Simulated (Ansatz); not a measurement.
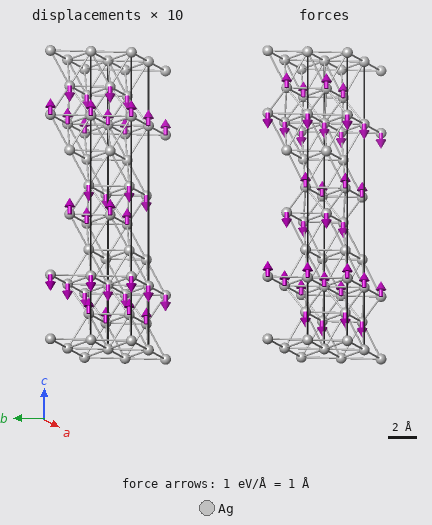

Left: a symmetric starting cell of Ag, with purple arrows for the displacements applied to it (without the part that the change of the cell carries along). Right: the displaced structure with the computed forces. Besides, the cell is strained by −0.1 % along c and −1.6 % across it (volume −3.2 %). Style: ball-and-stick. Shown: the conventional cell (3 times the calculation's cell), repeated 2 × 2 × 1 with one cell outlined, from a free direction. Lengths and directions refer to the drawn axes.

Method: DFT PBEsol, scalar-relativistic, plane waves, PAW in Ansatz 0.2.0. Settings: plane-wave cutoff 420 eV; k-point mesh 18 × 18 × 18; occupations gaussian; smearing width 0.1 eV; no spin polarisation.

Q: How do the forces relate to the distortion?

A: Atoms are displaced by 0.12 Å relative to the cell. No relaxation follows. The starting cell wasn't computed here and needn't be at equilibrium, so pressure and forces aren't due to the change alone. The pressure is −2.8 GPa (not all of it need come from the change, since the unchanged cell can be under pressure at this level too). The principal stresses (compression positive) are −2.6 GPa along c and −2.9 GPa across it. The largest forces, 1.2 eV/Å, act on 2 Ag atoms of the calculation's cell. The forces point straight back along the displacements (cosine −1.00). Some distances before and after: Ag–Ag 2.944 → 2.730 to 3.026 Å. The space group stays R-3m (No. 166).
